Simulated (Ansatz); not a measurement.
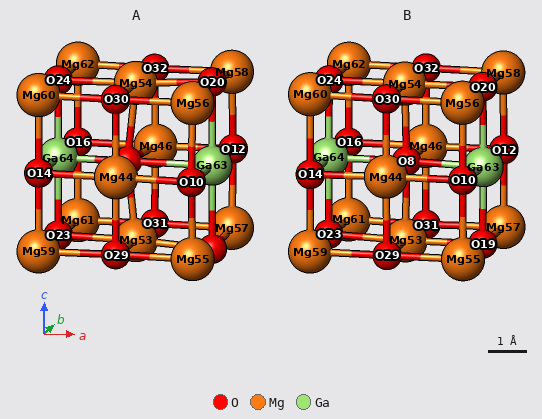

Two geometries of a defect cell of composition O32Mg30Ga2, drawn at one scale. One is the start of a relaxation, the other its converged end. The picture is a ball-and-stick view of the atoms within 4.2 Å of the atom that moves most (axes of the cell of the calculation (origin shifted)), seen slightly off an axis.

Level of theory: DFT, PBEsol, PAW, plane waves in Ansatz 0.2.0. (plane-wave cutoff 420 eV; k-point mesh 1 × 1 × 1; mesh shifted by (0.25, 0.25, 0.25); no spin polarisation; atoms relaxed in a fixed cell; force threshold 0.03 eV/Å; at most 80 steps)

> Which of the two is the end point?

Structure A is the relaxed one. The atom that moves furthest is O8 (0.22 Å along −a). Largest moves by element: O 0.22 Å, Mg 0.06 Å, Ga 0.04 Å. The cell doesn't change. Among the contacts that change: O8–Ga64 2.121 → 1.893 Å, O8–Ga63 2.105 → 2.321 Å, O19–Ga63 2.085 → 2.263 Å, O10–Ga63 2.108 → 2.263 Å. Bond angles that change, for instance: Mg44–O8–Mg46 178.7° → 167.7°, Mg53–O8–Mg54 178.0° → 167.7°, Mg54–O8–Ga63 92.8° → 83.9°. Over 10 geometry steps the energy falls by 0.873 eV per cell of the calculation. The largest force component goes from 1.1 to 0.024 eV/Å. The run took 12 s on 1 × NVIDIA GB300 Max-Q with 8 threads of Arm Neoverse-V2, peak memory 1.8 GiB.

Limits of the set-up: the periodic images lie only 8.4 Å apart, so the values are limited by the cell's size.
